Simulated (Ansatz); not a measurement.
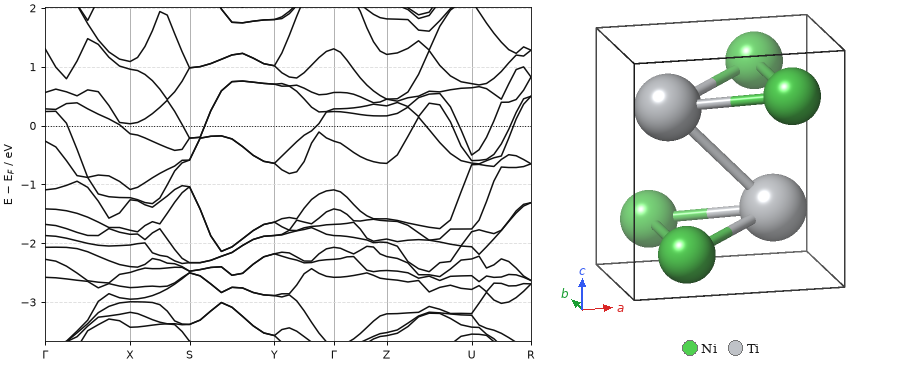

Band structure, beside the structure. Energies are counted from the Fermi level. The path runs straight from each named point to the next.

Calculation on TiNi, space group Pmma, 4 atoms in the cell; a = 4.09 Å, b = 2.86 Å, c = 4.59 Å, α = 90.00°, β = 90.00°, γ = 90.00°.

Level of theory: LDA, all-electron LAPW, collinear spin, ferromagnetic start that ends with little or no moment, no spin-orbit coupling, 7×9×6 k mesh, Fermi-Dirac smearing of 0.05 eV; code Ansatz.

Q: Metal, semiconductor or insulator?

A: A metal: bands cross the Fermi level along this path.

The cell is at −9 GPa in this functional. The cell comes from a database of computed structures, and whether it is the stable form of this composition wasn't checked. Bands are joined in order of energy, so crossings between the computed points show as kinks or gaps. In reduced coordinates of the cell that was run, X is (0, −0.5, 0), S is (−0.5, −0.5, 0), Y is (−0.5, 0, 0), Z is (0, 0, −0.5), U is (0, −0.5, −0.5) and R is (−0.5, −0.5, −0.5).
